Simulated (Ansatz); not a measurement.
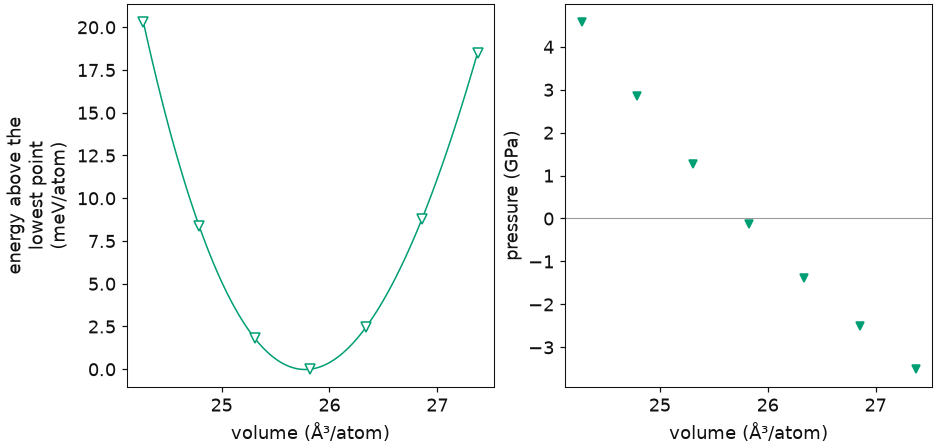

Computed with Ansatz 0.2.0 development build: equation of state of a cubic crystal from periodic Kohn-Sham density functional theory without spin, third-order Birch-Murnaghan fit to the free energies; pressure corrected for the finite basis. Level: PBE.

```json
{"setting": "structure type", "value": "diamond"}
{"setting": "atoms in cell", "value": "2"}
{"setting": "space group number", "value": "227"}
{"setting": "lattice centring", "value": "face-centred primitive"}
{"setting": "k mesh", "value": "16×16×16"}
{"setting": "occupation method", "value": "Fermi–Dirac"}
{"setting": "occupation width", "value": "0.06123 eV"}
{"setting": "wave cutoff", "value": "420 eV"}
{"setting": "datasets", "value": "soft-1 PAW"}
{"setting": "density tolerance", "value": "1e-07 eV"}
{"setting": "bands", "value": "17"}
{"setting": "density cutoff ratio", "value": "4"}
{"setting": "search for lower states", "value": "default"}
```

**Figure.** Energy above the lowest point and pressure against volume for Nb, space group Fd-3m (No. 227) (one of a set of cubic test structures, which need not be the stable phase).

A third-order Birch–Murnaghan fit gives V0 = 25.77 Å³/atom, B0 = 66.8 GPa and B′ = 4.5. The energy above the lowest point is 20.3 meV/atom at volume 24.27 Å³/atom and 18.5 meV/atom at 27.37 Å³/atom; the lowest computed point is at volume 25.82 Å³/atom (0.0 meV/atom), and no other minimum shows. The pressure falls from 4.581 GPa at volume 24.27 Å³/atom to −3.518 GPa at 27.37 Å³/atom, and changes sign near 25.78 Å³/atom.

Limits of the calculation: cubic model structure, not the ambient form.
